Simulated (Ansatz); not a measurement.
**What a change does: single-point calculation on SiC**

System: SiC (4 atoms in the cell).
Method of run 1: DFT r2SCAN, scalar-relativistic, plane waves, PAW, no spin polarisation (Ansatz 0.2.0).

The structure derives from an entry of the Crystallography Open Database. Text and figures count atoms from 1; the logs count them from 0 in places.

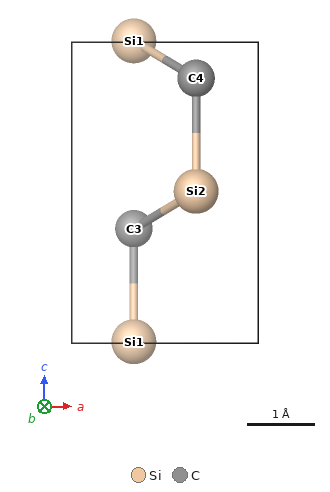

Figure 1. The input geometry (ball-and-stick view of the cell of the calculation, along the b axis; atoms are numbered from 1 in the order of the input). An atom can appear more than once, as a periodic image. Near neighbours in the periodic cell (some may lie outside the picture): Si has 4 C at 1.70 to 1.96 Å; C has 4 Si at 1.70 to 1.96 Å.

## The input, run 1
```yaml
crystal:
  lattice:
    - [3.2463824767, 0.0, 0.0]
    - [-1.6231912383, 2.8114496952, 0.0]
    - [0.0, 0.0, 4.5298065086]
  atoms:
    - { symbol: Si, position: [0.3333333333, 0.6666666667, 0.0046028828] }
    - { symbol: Si, position: [0.6666666667, 0.3333333333, 0.5046028828] }
    - { symbol: C, position: [0.3333333333, 0.6666666667, 0.3803971172] }
    - { symbol: C, position: [0.6666666667, 0.3333333333, 0.8803971172] }
basis:
  ecutwfc: 500
kpoints:
  mp_grid: { grid: [12, 12, 6] }
hamiltonian:
  xc: r2scan
scf:
  occupations: { method: gaussian, width: 0.05 }
output:
  forces: true
  stress: true
  eigenvalues: true
```

Launched with:
```bash
ansatz run input.yaml --threads 1 --pin off --max-ram 2560MiB --backend cpu --events-out ev --progress --plain --runs-dir out
```

Hardware: 1 thread of Intel Xeon @ 2.50GHz (Skylake/Cascade Lake), 189 GiB of memory available, shared host.

## Output, shortened to warnings, some set-up lines, iterations and results (run 1)
```
Basis set: ecut = 500 eV, 1043 PW (Γ), exchange–correlation on 96×96×144 points (64 copies of the dense FFT grid, shifted against one another)
Symmetry: 12 space group operations
k-points: 76 of 864 (time reversal used)
Initial density: superposition of atomic densities (neutral atoms: chi_scale 0, normalization atom), corrected by the library's trained network
[...]
SCF iter   1: F=—  HF=-1781.140060 eV  |F-HF|=—  |Δ(HF+E_count)|=         —  Δρ=7.53e-3  dr2=2.21e-2  dr2_τ=4.43e-1  ethr=1.77e-3  ⟨swp⟩=5.8  Hψ=6272  notcnv=0
SCF iter   2: F=—  HF=-1781.230127 eV  |F-HF|=—  |Δ(HF+E_count)|=   9.01e-2  Δρ=4.60e-3  dr2=4.57e-3  dr2_τ=1.98e-4  ethr=1.38e-4  ⟨swp⟩=2.2  Hψ=2454  notcnv=0
SCF iter   3: F=—  HF=-1781.231223 eV  |F-HF|=—  |Δ(HF+E_count)|=   1.10e-3  Δρ=7.90e-4  dr2=1.50e-4  dr2_τ=4.91e-5  ethr=2.85e-5  ⟨swp⟩=2.0  Hψ=1518  notcnv=0
SCF iter   4: F=—  HF=-1781.231262 eV  |F-HF|=—  |Δ(HF+E_count)|=   3.88e-5  Δρ=1.13e-4  dr2=4.65e-6  dr2_τ=2.49e-7  ethr=9.35e-7  ⟨swp⟩=2.8  Hψ=1576  notcnv=0
SCF iter   5: F=—  HF=-1781.231263 eV  |F-HF|=—  |Δ(HF+E_count)|=   8.79e-7  Δρ=4.05e-5  dr2=6.57e-7  dr2_τ=3.53e-8  ethr=2.90e-8  ⟨swp⟩=2.0  Hψ=1512  notcnv=0
SCF iter   6: F=-1781.231263 eV  HF=-1781.231263 eV  |F-HF|=1.59e-9  |Δ(HF+E_count)|=   8.07e-8  Δρ=9.90e-6  dr2=3.60e-8  dr2_τ=3.36e-10  ethr=6.25e-10  ⟨swp⟩=6.0  Hψ=4741  …
SCF 1 converged in 6 iterations: F = -1781.231263 eV  dr2 = 3.60e-8
SCF converged after 6 iterations
Free energy (F): -1781.231263 eV
Harris-Foulkes:  -1781.231263 eV  (|F-HF|=1.59e-9)
Internal energy: -1781.231263 eV  (E = F + TS)
E sigma→0 (E₀):  -1781.231263 eV
Fermi energy:    10.570728 eV
--- Per-component energies (eV) ---
  E_band       = 51.768357
  E_kinetic    = 274.927317
  E_local      = -219.432871  (includes V_loc(G=0)·N_el)
  E_nonlocal   = 101.526639
  E_hartree    = 70.082311
  E_xc         = -203.310374
  E_vxc        = -238.192531  (∫ρ·V_xc dr)
  E_paw        = -1240.730587  (= ΣΔE_a)
  E_vpaw       = -18.462099  (= ΣTr[D̂ρ^β])
  E_aug_tail   = 0.000017  (compensation charges beyond the density's cutoff)
  E_vtau       = 11.239568  (kinetic-family band-sum trace: ∫τ·v_τ [+ j·A + Jᵃ·Aᵃ] dr)
  E_ewald      = -564.091301
  E_core_change = -0.202413  (= ΣΔE_core)
  E_smearing   = -0.000000  (= −TS)
  E_closure    = -0.000000  (closes the sum)
  Σ components = -1781.231263   (vs F -1781.231263, Δ=0.00e0)
--- Forces (eV/Å), atoms counted from 1 ---
  atom   1  Si    -0.00000000     0.00000000    -3.15570770
  atom   2  Si    -0.00000000    -0.00000000    -3.15570770
  atom   3  C      0.00000000     0.00000000     3.15577484
  atom   4  C      0.00000000    -0.00000000     3.15577484
  max |Σ_I F_I| component: 1.34e-4 eV/Å
--- Stress (GPa, compression-positive) ---
      -27.155602       0.000000       0.000000
        0.000000     -27.155602       0.000000
        0.000000       0.000000      77.717240
  P = ⅓ Tr σ = 7.8020 GPa (78.020 kbar)
```

The input of run 2 differs as follows (lines with − go, lines with + come):
```diff
-    - [3.2463824767, 0.0, 0.0]
-    - [-1.6231912383, 2.8114496952, 0.0]
-    - [0.0, 0.0, 4.5298065086]
+    - [3.1173262003, 0.0, 0.0]
+    - [-1.5586631001, 2.6996836813, 0.0]
+    - [0.0, 0.0, 4.9126352825]
```

What does this change do to the results?

With the same functional and potentials, run 2 lies 333.9 meV per atom lower. The gap on the mesh goes from 1.85 to 2.75 eV. The pressure goes from 7.80 to 0.36 GPa. The largest force goes from 3.156 to 0.457 eV/Å. The SCF takes 7 iterations against 6. The plane waves at Γ go from 1043 to 1085.

## Output, shortened to warnings, some set-up lines, iterations and results (run 2)
```
Basis set: ecut = 500 eV, 1085 PW (Γ), exchange–correlation on 96×96×144 points (64 copies of the dense FFT grid, shifted against one another)
Symmetry: 12 space group operations
k-points: 76 of 864 (time reversal used)
Initial density: superposition of atomic densities (neutral atoms: chi_scale 0, normalization atom), corrected by the library's trained network
[...]
SCF iter   1: F=—  HF=-1782.476668 eV  |F-HF|=—  |Δ(HF+E_count)|=         —  Δρ=5.94e-3  dr2=9.88e-3  dr2_τ=3.94e-1  ethr=1.77e-3  ⟨swp⟩=5.4  Hψ=6088  notcnv=0
SCF iter   2: F=—  HF=-1782.566939 eV  |F-HF|=—  |Δ(HF+E_count)|=   9.03e-2  Δρ=4.07e-3  dr2=3.69e-3  dr2_τ=6.98e-5  ethr=6.18e-5  ⟨swp⟩=2.1  Hψ=2437  notcnv=0
SCF iter   3: F=—  HF=-1782.566871 eV  |F-HF|=—  |Δ(HF+E_count)|=   6.77e-5  Δρ=1.03e-3  dr2=3.53e-4  dr2_τ=1.10e-5  ethr=2.30e-5  ⟨swp⟩=2.5  Hψ=1706  notcnv=0
SCF iter   4: F=—  HF=-1782.566937 eV  |F-HF|=—  |Δ(HF+E_count)|=   6.60e-5  Δρ=1.13e-4  dr2=3.63e-6  dr2_τ=9.36e-7  ethr=2.20e-6  ⟨swp⟩=2.0  Hψ=1463  notcnv=0
SCF iter   5: F=—  HF=-1782.566937 eV  |F-HF|=—  |Δ(HF+E_count)|=   2.69e-7  Δρ=5.27e-5  dr2=9.21e-7  dr2_τ=3.74e-8  ethr=2.27e-8  ⟨swp⟩=2.0  Hψ=1515  notcnv=0
SCF iter   6: F=—  HF=-1782.566937 eV  |F-HF|=—  |Δ(HF+E_count)|=   1.56e-7  Δρ=2.17e-5  dr2=1.53e-7  dr2_τ=1.25e-9  ethr=5.76e-9  ⟨swp⟩=2.0  Hψ=1514  notcnv=0
SCF iter   7: F=-1782.566937 eV  HF=-1782.566937 eV  |F-HF|=8.45e-10  |Δ(HF+E_count)|=   1.73e-8  Δρ=5.29e-6  dr2=9.25e-9  dr2_τ=7.42e-11  ethr=6.25e-10  ⟨swp⟩=4.0  Hψ=3022  …
SCF 1 converged in 7 iterations: F = -1782.566937 eV  dr2 = 9.25e-9
SCF converged after 7 iterations
Free energy (F): -1782.566937 eV
Harris-Foulkes:  -1782.566937 eV  (|F-HF|=8.45e-10)
Internal energy: -1782.566937 eV  (E = F + TS)
E sigma→0 (E₀):  -1782.566937 eV
Fermi energy:    10.923276 eV
--- Per-component energies (eV) ---
  E_band       = 51.296723
  E_kinetic    = 272.459114
  E_local      = -209.886873  (includes V_loc(G=0)·N_el)
  E_nonlocal   = 100.681197
  E_hartree    = 66.314396
  E_xc         = -202.832252
  E_vxc        = -237.454167  (∫ρ·V_xc dr)
  E_paw        = -1240.572635  (= ΣΔE_a)
  E_vpaw       = -18.282033  (= ΣTr[D̂ρ^β])
  E_aug_tail   = 0.000017  (compensation charges beyond the density's cutoff)
  E_vtau       = 11.149731  (kinetic-family band-sum trace: ∫τ·v_τ [+ j·A + Jᵃ·Aᵃ] dr)
  E_ewald      = -568.527487
  E_core_change = -0.202413  (= ΣΔE_core)
  E_smearing   = -0.000000  (= −TS)
  E_closure    = 0.000000  (closes the sum)
  Σ components = -1782.566937   (vs F -1782.566937, Δ=0.00e0)
--- Forces (eV/Å), atoms counted from 1 ---
  atom   1  Si    -0.00000000    -0.00000000    -0.45747080
  atom   2  Si     0.00000000     0.00000000    -0.45747080
  atom   3  C     -0.00000000    -0.00000000     0.45747382
  atom   4  C      0.00000000     0.00000000     0.45747382
  max |Σ_I F_I| component: 6.05e-6 eV/Å
--- Stress (GPa, compression-positive) ---
       -7.778262       0.000000       0.000000
        0.000000      -7.778262       0.000000
        0.000000       0.000000      16.646408
  P = ⅓ Tr σ = 0.3633 GPa (3.633 kbar)
```

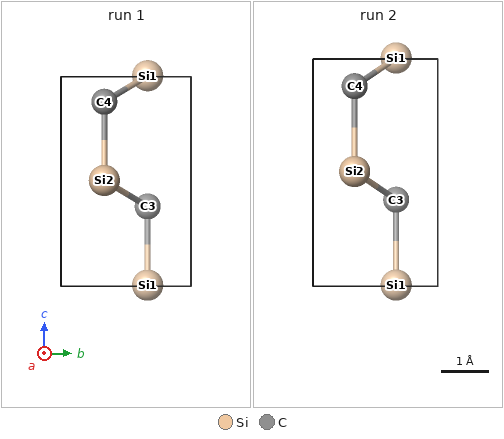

Figure 2. The two input geometries at one scale (ball-and-stick view of the cell of the calculation, along the a axis). The atoms keep their places relative to the cell (all moves are under 0.005 Å). The drawn cell changes at constant volume: a = b 3.246 → 3.117 Å (−4.0 %), c 4.530 → 4.913 Å (+8.5 %). Among the contacts that change: Si1–C3 1.702 → 1.846 Å, Si1–C4 1.957 → 1.900 Å.

## The two runs side by side

| quantity | run 1 | run 2 |
| --- | --- | --- |
| outcome | converged | converged |
| free energy per atom (eV) | −445.3078 | −445.6417 |
| gap on the mesh (eV) | 1.85 | 2.75 |
| pressure (GPa) | 7.80 | 0.36 |
| largest force (eV/Å) | 3.156 | 0.457 |
| SCF iterations | 6 | 7 |
| irreducible k-points | 76 | 76 |
| plane waves at Γ | 1043 | 1085 |
| wall time (shared host) | 17 s | 13 s |
